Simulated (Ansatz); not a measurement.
```
Mo
1.0
     2.69767    0.00000    0.00000
    -0.89922    2.54339    0.00000
     0.00000    0.00000   16.40528
Mo
3
Direct
  0.00000 0.00000 0.36574
  0.50000 0.50000 0.50000
  0.00000 0.00000 0.63426
```

Not relaxed (largest force 0.7 eV/Å); computed without spin polarisation.

Method: DFT LDA, scalar-relativistic, plane waves, PAW (Ansatz 0.2.0).

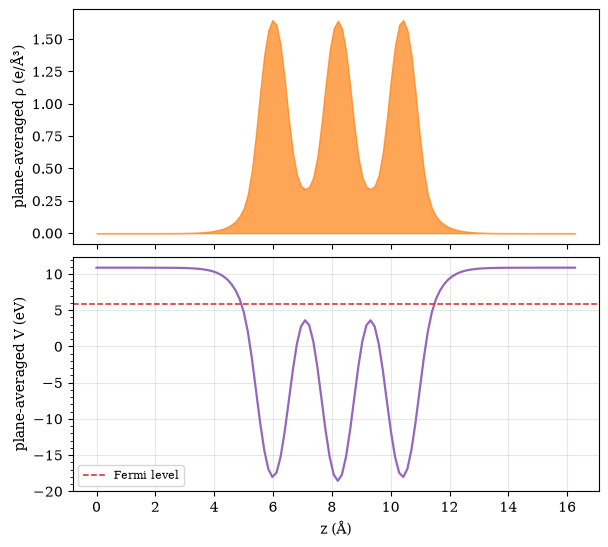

Mo (slab). Plane average of the electrostatic potential energy of an electron and of the valence pseudo-density across the slab.

Core electrons are frozen (PAW), and the valence fields are smoothed inside the atomic spheres.

Question: How far below the vacuum level is the Fermi level?

Answer: The potential is flat in the vacuum, 5.0 eV above the Fermi level; this is the work function, the same on both faces.

Question: How thick is the slab, and how wide the vacuum?

Answer: The outermost nuclei are 4.4 Å apart, in 3 atomic planes; the vacuum between periodic images is 12.0 Å wide.
